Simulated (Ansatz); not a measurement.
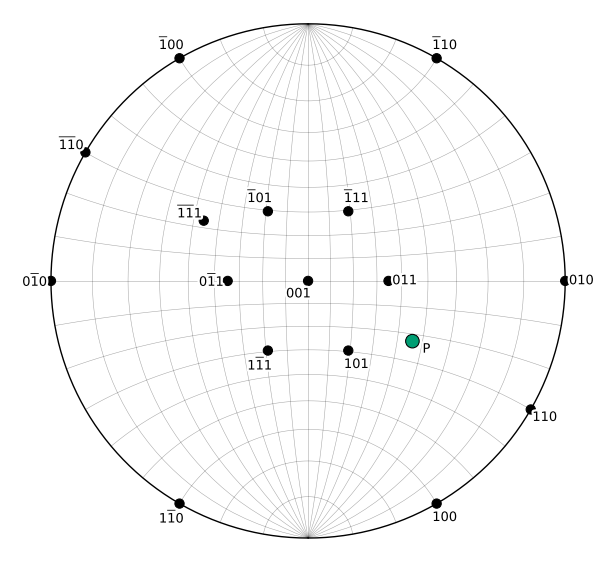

For Cu, the end point of a relaxation with DFT, BLYP, plane waves (420 eV) with PAW, scalar-relativistic (Ansatz 0.2.0); the starting structure was generated, so it need not be a known form of this composition: stereographic projection of plane normals (upper hemisphere) centred on (0 0 1). Geometry calculated from the standardised cell; symmetry tolerance 0.002 Å.

a = 4.211 Å, b = 4.211 Å, c = 2.528 Å, α = 90.00°, β = 90.00°, γ = 120.00°.

Q: Index the pole marked P.

A: P is (1 1 1), in four indices (1 1 −2 1), 50.2° from the centre.

Q: What is the angle between the normals of (1 1 1) and (1 −1 1), and what are their d_hkl = 1/|g|?

A: 58.3°; d = 1.618 Å and 2.078 Å.
